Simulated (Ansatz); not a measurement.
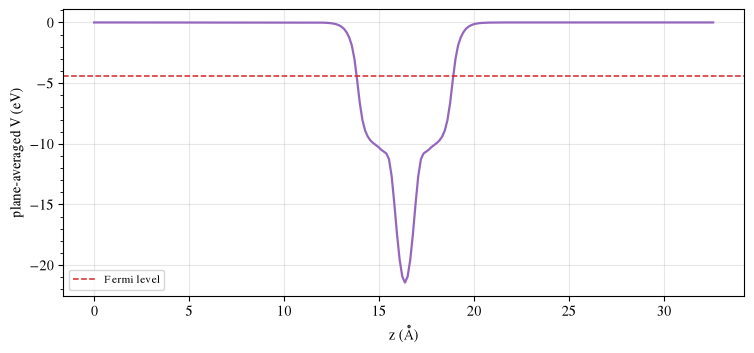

WSe2 (slab). Plane average of the electrostatic potential energy of an electron across the slab.

Theory: DFT r2SCAN, scalar-relativistic, plane waves, PAW in Ansatz 0.2.0.

```yaml
crystal:
  lattice:
    - [3.28552, 0.00000, 0.00000]
    - [-1.64276, 2.84534, 0.00000]
    - [0.00000, 0.00000, 32.73749]
  atoms:
    - { symbol: Se, position: [0.33333, 0.66667, 0.44854] }
    - { symbol: W, position: [0.66667, 0.33333, 0.50000] }
    - { symbol: Se, position: [0.33333, 0.66667, 0.55146] }
```

How far above the Fermi level of the calculation is the vacuum level?

Answer. 4.4 eV. The slab has a gap, so the Fermi level lies inside it and this isn't a work function in the metallic sense.

How thick is the slab, and how wide the vacuum?

Answer. The outermost nuclei are 3.4 Å apart, in 3 atomic planes; the vacuum between periodic images is 29.4 Å wide.
